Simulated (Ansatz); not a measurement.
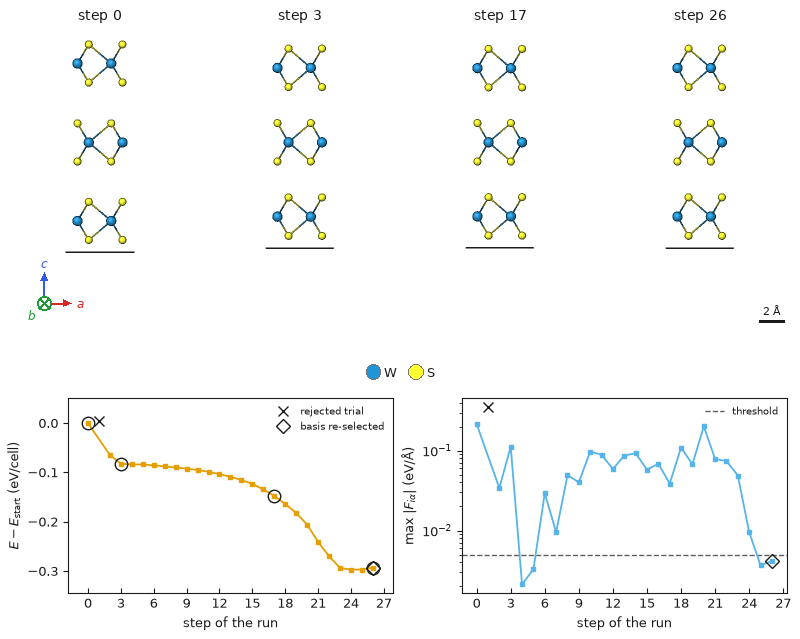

Frames of a relaxation of solid WS$_{2}$ (set up in P3m1), marked on the history of the run. The picture is a ball-and-stick view of the 2 × 2 repeat of the cell, outlined in the plane, without the vacuum, seen along the b axis.

These are results of Ansatz 0.2.0, DFT PBE+D3(BJ), scalar-relativistic, plane waves, PAW, not measurements. (plane-wave cutoff 420 eV; k-point mesh 12 × 12 × 1; occupations gaussian; smearing width 0.02 eV; no spin polarisation; cell and atoms relaxed; force threshold 0.005 eV/Å; at most 80 steps)

**What happens along the run?**

An S atom moves most relative to the cell and the layer's centre: 0.38 Å along the normal (−c). By element the largest moves are S 0.38 Å, W 0.37 Å. In the plane the drawn cell goes a 6.366 → 6.309 Å (−0.9 %), b 6.366 → 6.309 Å (−0.9 %). Among the contacts that change: W–W 3.183 → 3.154 Å. Within 0.06 Å the space group is P-6m2 at the start and P-6m2 at the end; at a tighter tolerance small leftover displacements or strains of the cell lower it. The energy falls by 0.293 eV per cell of the calculation in 24 accepted moves (26 points after the start). The largest force component goes from 0.22 to 0.0042 eV/Å. The line search rejected the trial step at point 1 of the run. At 1 point the geometry stayed and the basis and grid were re-selected for the new cell (energy shift of 4.3 meV per cell of the calculation at most each time). The run took 100 s on 4 threads of Intel(R) Xeon(R) 6975P-C (Granite Rapids) (shared host), peak memory 0.77 GiB. From step 0 to 3: W and S atoms move most (0.37 Å), energy −82.4 meV per cell of the calculation. From step 3 to 17: S atoms move most (0.03 Å), energy −65.3 meV per cell of the calculation. From step 17 to 26: W and S atoms move most (0.02 Å), energy −0.145 eV per cell of the calculation.

```csv
step,"E − E(0), meV/atom","largest force component, eV/Å",note
0,0.00,0.2152,
1,0.38,0.3555,rejected
2,-7.18,0.0340,
3,-9.15,0.1120,
4,-9.30,0.0021,
5,-9.31,0.0033,
6,-9.51,0.0292,
7,-9.75,0.0095,
8,-9.98,0.0492,
9,-10.27,0.0401,
10,-10.55,0.0975,
11,-10.97,0.0888,
12,-11.50,0.0587,
13,-12.08,0.0868,
14,-12.82,0.0928,
15,-13.68,0.0579,
16,-14.94,0.0683,
17,-16.40,0.0388,
18,-18.19,0.1088,
19,-20.23,0.0676,
20,-22.86,0.2013,
21,-26.77,0.0785,
22,-29.99,0.0741,
23,-32.63,0.0488,
24,-32.99,0.0095,
25,-33.00,0.0037,
26,-32.53,0.0042,"same geometry, new basis"
```
